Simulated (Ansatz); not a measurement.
The calculation's input:

```
crystal:
  lattice:
    - [1.6803268679, 0.9701371695, 8.713405462]
    - [-1.6803268679, 0.9701371695, 8.713405462]
    - [0.0, -1.940274339, 8.713405462]
  atoms:
    - { symbol: Zn, position: [0.218382, 0.218382, 0.218382] }
    - { symbol: In, position: [0.002768, 0.002768, 0.002768] }
    - { symbol: Ga, position: [0.787034, 0.787034, 0.787034] }
    - { symbol: O, position: [0.295143, 0.295143, 0.295143] }
    - { symbol: O, position: [0.711358, 0.711358, 0.711358] }
    - { symbol: O, position: [0.121717, 0.121717, 0.121717] }
    - { symbol: O, position: [0.863599, 0.863599, 0.863599] }
kpoints:
  mp_grid: { grid: [8, 8, 8] }
hamiltonian:
  xc: pbe
scf:
  occupations: { method: fermi_dirac, width: 0.02 }
relax:
  f_tol: 0.005
  cell: {}
output:
  write_density: true
  write_potential: true
  elf: true
  volumetric_format: npy
```

Launched as:

```sh
ansatz run input.yaml --threads 4 --pin off --max-ram 5529MiB --backend cpu --events-out ev --progress --plain --runs-dir out
```

Below, planes, directions and counts refer to the conventional cell (a = 3.36 Å, b = 3.36 Å, c = 26.11 Å, α = 90.00°, β = 90.00°, γ = 120.00°).

The fields are those of the run's last geometry, not of the input's.

Space group R3m; a structure from a database of computed crystals, not necessarily the ambient phase; started from the database structure prototype, which need not be the ambient phase.

These are results of Ansatz 0.2.0, DFT, PBE, plane waves, PAW, not measurements.

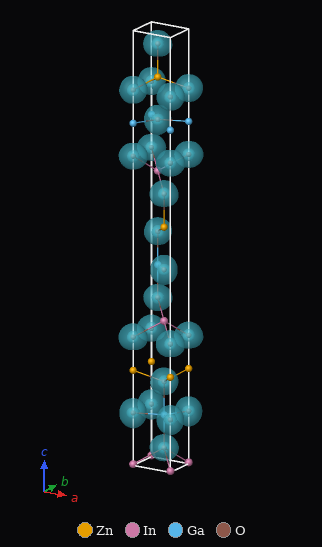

ZnInGaO₄. Isosurface of the electron localisation function at 0.7 (cyan), seen slightly off an axis. Only the valence region is drawn (cores and ρ < 0.01 e/Å³ removed). Sticks mark near contacts.

**What do the ELF domains correspond to?**

The ELF exceeds this value in twelve regions wrapped around O (the valence shell of each), counted in one cell of 21 atoms. Regions shared between cells count once. Along the contacts the grid gives the following. Ga–O (1.94 Å): the ELF peaks at about 0.85 in the valence shell of O, 0.6 Å from its nucleus, and is about 0.35 at the midpoint. Zn–O (2.00 Å): the ELF peaks at about 0.85 in the valence shell of O, 0.6 Å from its nucleus, and is about 0.25 at the midpoint (no localised pair shows between them).
